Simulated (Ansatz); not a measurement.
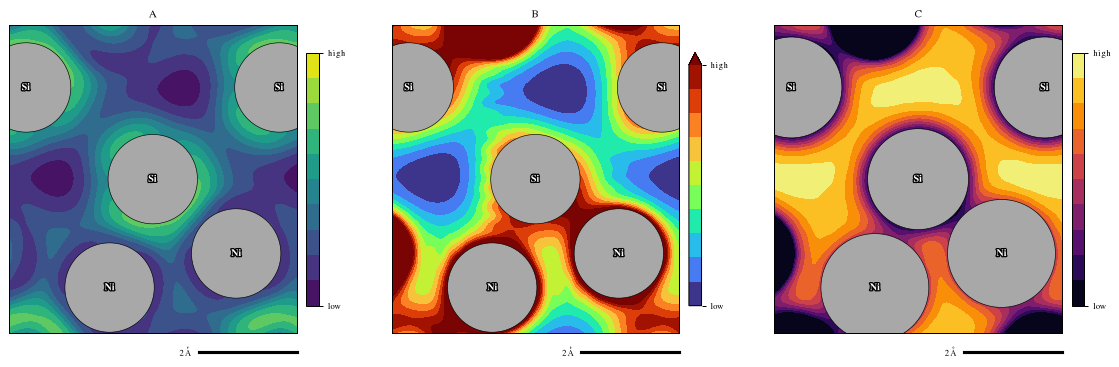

SiNi: 3 fields on the (010) plane of the conventional cell, with unlabelled colour scales. Grey discs cover the atomic cores.

Space group Pnma; computed without spin polarisation.

The calculation used DFT PBE, scalar-relativistic, plane waves, PAW (Ansatz 0.2.0).

Which field does each panel show? The fields are: electron localisation function, electrostatic potential energy of an electron and valence pseudo-density.

Panel A: electron localisation function. Panel B: valence pseudo-density. Panel C: electrostatic potential energy of an electron (low next to the atoms, rising into the space between them). From the grid: Si–Ni (2.28 Å): ρ at the midpoint is about 0.5 e/Å³; the ELF peaks at about 0.70 in the valence shell of Si, 0.9 Å from its nucleus, and is about 0.50 at the midpoint. Si–Ni (2.38 Å): ρ is about 0.44 e/Å³ halfway; the ELF peaks at about 0.75 in the valence shell of Si, 0.9 Å from its nucleus, and is about 0.50 at the midpoint.
